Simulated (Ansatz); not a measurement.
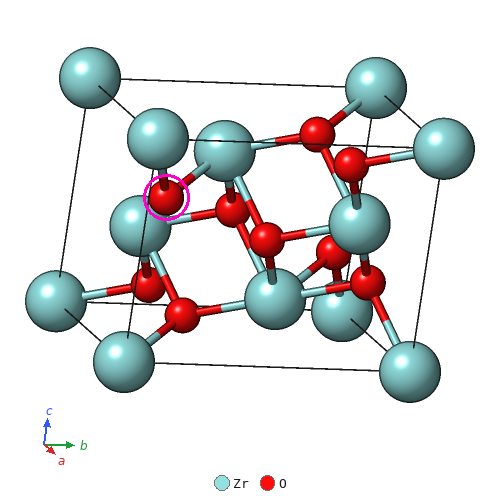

The system is ZrO₂ (Fm-3m phase) with one O vacancy (14 atoms in the cell, cell charge +2); the picture shows the reference structure. 
- An atom moved over a plane that holds its own site and a neighbouring vacancy (x along [−1 3 0], y along [−3 −1 0], z along [0 0 1] of the conventional cell).
- First axis: path of O14 from its site (0) to the vacancy (1), 2.558 Å. Second axis: shift of O14 across the path, along x.
- Nothing is relaxed (all other atoms held at the sites of the perfect crystal).
- The scan uses an 11 × 9 grid; 24 points were computed and 59 follow by symmetry. At 16 points there is no value (left out of the scan, as a rule where atoms come close).
- Points are written as (first, second).
- Energies are in eV per cell, from the lowest grid point.
- The cell is charged on a uniform background, without a charge correction.
- Level of theory: DFT PBE, scalar-relativistic, plane waves, PAW in Ansatz. Settings: cutoff 420 eV, k-mesh 4×4×4, gaussian smearing 0.05 eV, no spin polarisation.

Range: path of O14 from its site (0) to the vacancy (1), 2.558 Å from −0.125 to 1.125; shift of O14 across the path, along x from −0.900 to 0.900 Å.

> What will the energy surface look like?

The lowest grid point is at (0.000, 0.000 Å) [nearest 4 Zr at 2.22 Å]; the map holds 2 wells of about this depth. It is the only kind of minimum in the scanned range. The highest grid point, (0.125, −0.900 Å) [nearest 1 Zr at 1.64 Å and 1 O at 1.69 Å], lies 6.24 eV above the lowest. On the interpolated surface the easiest way out of the lowest well to a well of about the same depth near (1.000, 0.000 Å) [nearest 4 Zr at 2.22 Å] passes a barrier of about 1.5 eV.

| second ↓, first → | −0.125 | 0.000 | 0.125 | 0.250 | 0.375 | 0.500 | 0.625 | 0.750 | 0.875 | 1.000 | 1.125 |
| --- | --- | --- | --- | --- | --- | --- | --- | --- | --- | --- | --- |
| 0.900 | 6.19 | 5.22 | 6.24 | – | – | – | – | – | 6.24 | 5.22 | 6.19 |
| 0.675 | 3.67 | 3.02 | 3.70 | 5.62 | – | – | – | 5.62 | 3.70 | 3.02 | 3.67 |
| 0.450 | 1.73 | 1.32 | 1.75 | 2.93 | 4.36 | 5.03 | 4.36 | 2.93 | 1.75 | 1.32 | 1.73 |
| 0.225 | 0.56 | 0.32 | 0.56 | 1.23 | 2.04 | 2.42 | 2.04 | 1.23 | 0.56 | 0.32 | 0.56 |
| 0.000 | 0.17 | 0.00 | 0.17 | 0.65 | 1.25 | 1.54 | 1.25 | 0.65 | 0.17 | 0.00 | 0.17 |
| −0.225 | 0.56 | 0.32 | 0.56 | 1.23 | 2.04 | 2.42 | 2.04 | 1.23 | 0.56 | 0.32 | 0.56 |
| −0.450 | 1.73 | 1.32 | 1.75 | 2.93 | 4.36 | 5.03 | 4.36 | 2.93 | 1.75 | 1.32 | 1.73 |
| −0.675 | 3.67 | 3.02 | 3.70 | 5.62 | – | – | – | 5.62 | 3.70 | 3.02 | 3.67 |
| −0.900 | 6.19 | 5.22 | 6.24 | – | – | – | – | – | 6.24 | 5.22 | 6.19 |

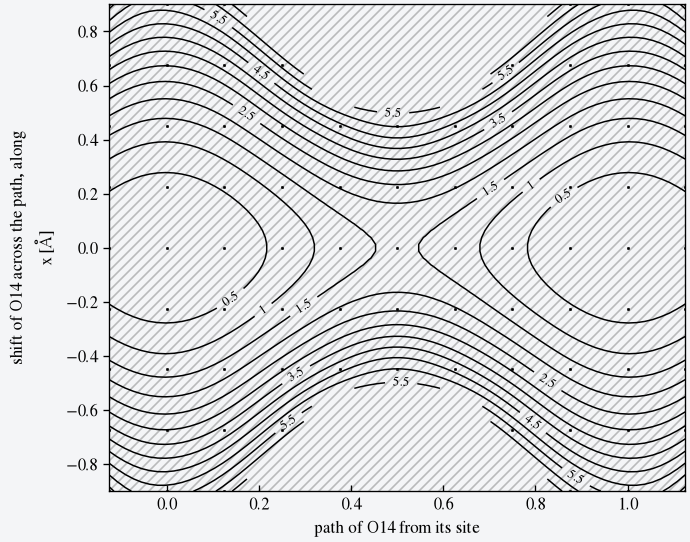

The picture shows contour lines labelled in eV (none above 6.5), dots at the grid points, hatched blanks where no value was computed. Between grid points the surface is interpolated.

The whole map (24 points run) took 5 min on 4 threads of Arm Neoverse V2, with other jobs on the host.

PAW datasets: the set soft_1.
